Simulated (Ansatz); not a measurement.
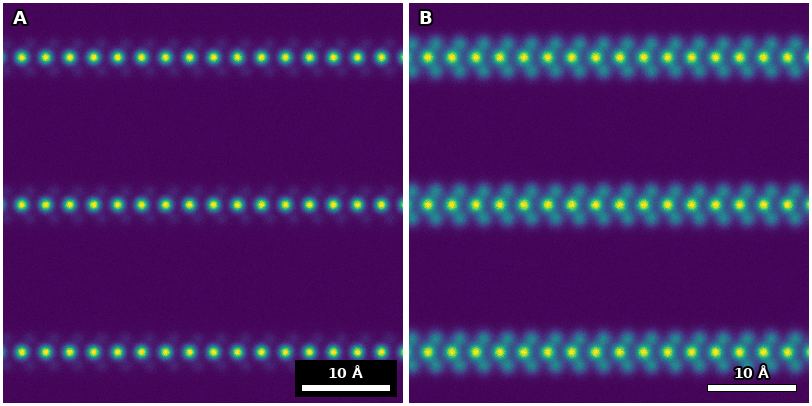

Two simulated images of the same area of WS$_{2}$ (P-6m2, No. 187) along [100], with a probe of 1.15 Å. One is incoherent Z contrast (Z^1.8 per atom), the other the projected potential of neutral atoms blurred by the probe (iDPC-like, thin sample). Brightness is counted from the darkest point of the image. Shot noise was added. Structure: the input geometry of an electronic-structure calculation (not necessarily at equilibrium).

Which panel is which, and how can one tell?

Answer. A is the Z-contrast image and B the potential image. The columns of 1 S per repeat reach about 8 % of the brightest peak (1 W) in A but about 45 % in B, mainly since the potential grows much more slowly with atomic number. The S columns show clearly in B alone.
